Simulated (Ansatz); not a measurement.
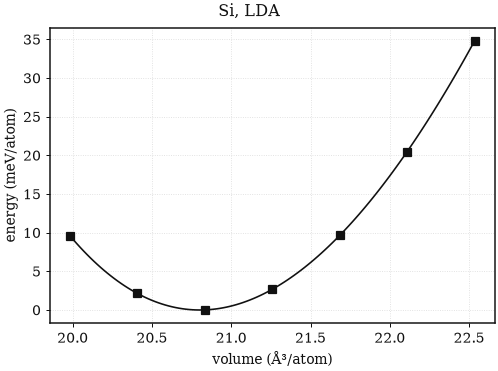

The plot gives the computed energy against volume for Si, space group I4/mmm (No. 139).

Structure:
```
CELL_PARAMETERS angstrom
-3.32544 3.32544 1.92239
3.32544 -3.32544 1.92239
3.32544 3.32544 -1.92239
ATOMIC_POSITIONS crystal
Si 0.82120 0.17880 0.00000
Si 0.17880 0.82120 0.00000
Si 0.82120 0.82120 0.64240
Si 0.17880 0.17880 0.35760
```

How it was computed, with Ansatz 0.2.0: plane-wave DFT, no spin polarisation; energies at scaled volumes of the given cell, shape and fractions fixed, counted from the fit's minimum, third-order Birch-Murnaghan fit. Level: LDA.

| setting | value |
| --- | --- |
| k mesh | 8×8×8 |
| occupations | Fermi–Dirac |
| smearing width | 0.05 eV |
| potentials | Ansatz PAW |
| wave cutoff | 420 eV |
| density cutoff | 1680 eV |

This calculation gives: equilibrium volume 20.80 Å³/atom and bulk modulus 88.9 GPa.

Now the level changes from LDA to r2SCAN. The second calculation uses wave cutoff 500.0 eV. Predict the effect.

The equilibrium volume rises from 20.80 to 21.28 Å³/atom (+2.3 %) and the bulk modulus hardly changes (88.9 and 89.4 GPa).

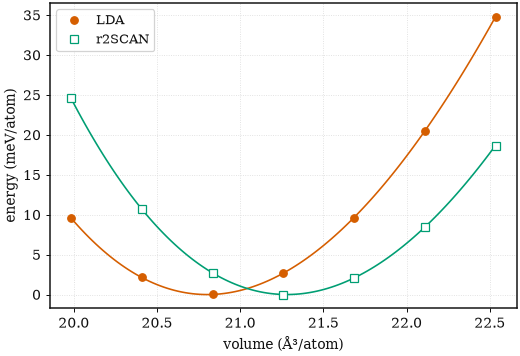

The two results together.

For both, limits of the calculation: shape and atomic fractions are frozen while scaling, which makes layered, chain and framework solids too stiff.

V0 and the bulk modulus come from third-order Birch–Murnaghan fits.
